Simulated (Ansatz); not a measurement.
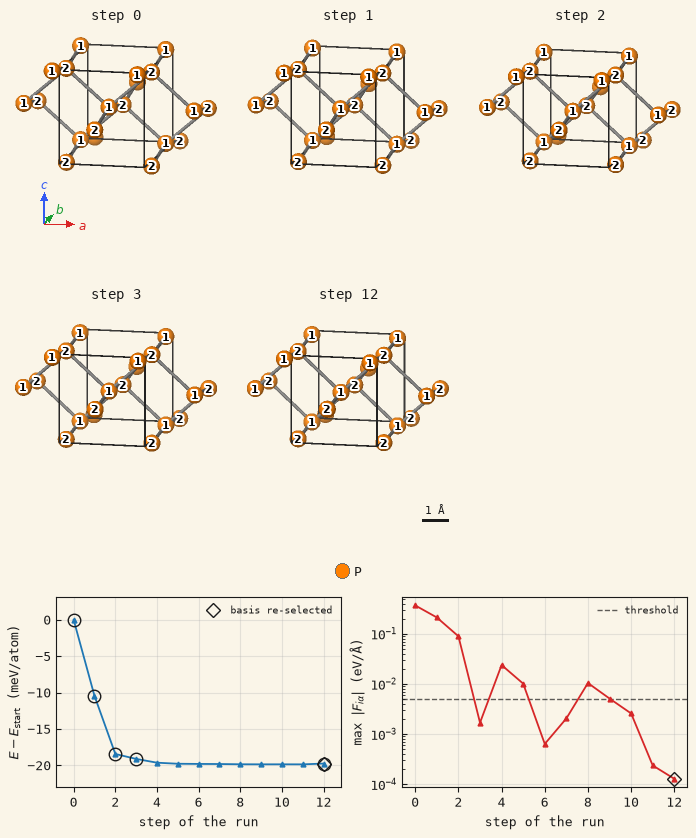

Frames of a relaxation of crystalline P (set up in Imma), marked on the history of the run. A ball-and-stick model of the conventional cell (2 times the calculation's cell), seen slightly off an axis. Lengths and directions refer to the drawn axes.

Method: Ansatz, DFT PBE+D3(BJ), scalar-relativistic, plane waves, PAW. Settings: plane-wave cutoff 420 eV; k-point mesh 16 × 16 × 16; occupations gaussian; smearing width 0.1 eV; no spin polarisation; cell and atoms relaxed; force threshold 0.005 eV/Å; at most 80 steps.

### Describe the path.

The largest moves relative to the cell, 0.092 Å, are those of P1 and P2. P1 goes along −c. Cell: a 3.383 → 3.406 Å (+0.7 %), b 5.030 → 4.859 Å (−3.4 %), c 3.718 → 3.458 Å (−7.0 %). Volume −9.5 %. Among the contacts that change: P1–P2 2.546 → 2.437 Å, P1–P2 (another image) 2.236 → 2.299 Å. Among the angles between lasting bonds that change: P2–P1–P2 162.1° → 171.3°, P2–P1–P2 95.8° → 92.9°, P2–P1–P2 98.3° → 95.6°. The space group stays Imma (No. 74). After 11 accepted moves (12 points after the start) the energy has fallen by 19.7 meV per atom. The largest force component goes from 0.37 to 0.00013 eV/Å. The pressure goes from −1.84 to −0.01 GPa. At 1 point the geometry stayed and the basis and grid were re-selected for the new cell (energy shift of 0.1 meV per atom at most each time). Cost: 3.1 min on 1 thread of Intel(R) Xeon(R) Platinum 8259CL CPU @ 2.50GHz (Skylake/Cascade Lake) (shared host), peak memory 0.56 GiB. From step 0 to 1: P atoms move most (0.02 Å), volume −3.1 %, energy −10.4 meV per atom. From step 1 to 2: P atoms move most (0.03 Å), volume −4.1 %, energy −8.0 meV per atom. From step 2 to 3: P atoms move most (0.02 Å), volume −0.3 %, energy −0.7 meV per atom. From step 3 to 12: P atoms move most (0.02 Å), volume −2.4 %, energy −0.6 meV per atom.

| step | E − E(0), meV/atom | largest force component, eV/Å | pressure, GPa | volume, Å³/atom | note |
| --- | --- | --- | --- | --- | --- |
| 0 | 0.00 | 0.3673 | -1.84 | 15.817 |  |
| 1 | -10.45 | 0.2114 | -0.58 | 15.325 |  |
| 2 | -18.42 | 0.0892 | 0.38 | 14.696 |  |
| 3 | -19.10 | 0.0017 | -0.71 | 14.657 |  |
| 4 | -19.62 | 0.0238 | -0.09 | 14.546 |  |
| 5 | -19.77 | 0.0102 | -0.06 | 14.441 |  |
| 6 | -19.79 | 0.0006 | -0.01 | 14.425 |  |
| 7 | -19.80 | 0.0021 | -0.01 | 14.405 |  |
| 8 | -19.84 | 0.0104 | 0.07 | 14.325 |  |
| 9 | -19.85 | 0.0051 | 0.03 | 14.299 |  |
| 10 | -19.84 | 0.0026 | -0.06 | 14.327 |  |
| 11 | -19.85 | 0.0002 | 0.00 | 14.309 |  |
| 12 | -19.74 | 0.0001 | -0.01 | 14.309 | same geometry, new basis |
